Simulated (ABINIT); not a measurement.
```
Sb
1.0
    -0.00916    3.13721   -0.05653
    -0.07927   -0.05653    3.16292
     3.18307   -0.00916   -0.07927
Sb
1
Direct
  0.00000 0.50000 0.00000
```

Space group P-1; computed pressure about −5 GPa in this cell.

All numbers below come from Kohn-Sham DFT of a periodic cell, PBEsol, PseudoDojo NC SR PBEsol v0.4.1 standard in ABINIT 10.8.3.

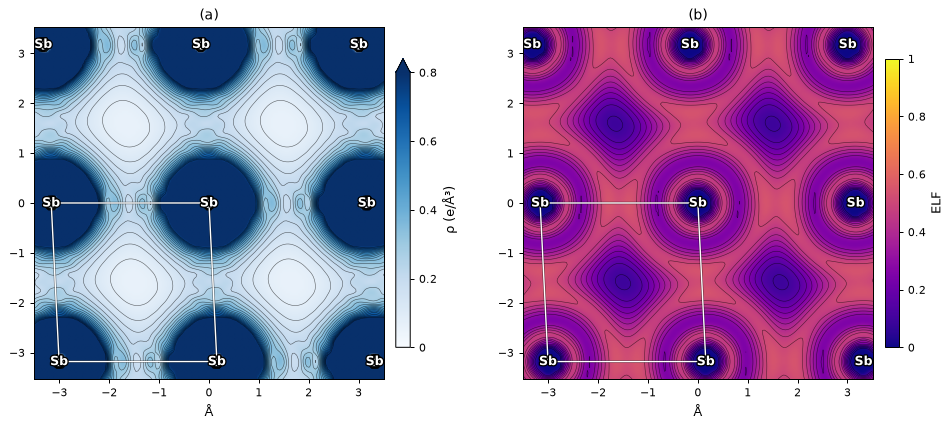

Sb. (a) valence pseudo-density; (b) ELF on the (100) plane of the conventional cell.

Core electrons are replaced by pseudopotentials, and the valence fields are smoothed inside the atomic spheres.

**What does the map show?**

- The section cuts through Sb sites.
- Sb–Sb (3.16 Å): ρ is about 0.18 e/Å³ halfway; the ELF is about 0.50 at the midpoint.
- Sb–Sb (3.18 Å): ρ is about 0.2 e/Å³ halfway; the ELF is about 0.50 at the midpoint.
- Between the atoms the lowest density in this plane is 0.06 e/Å³.
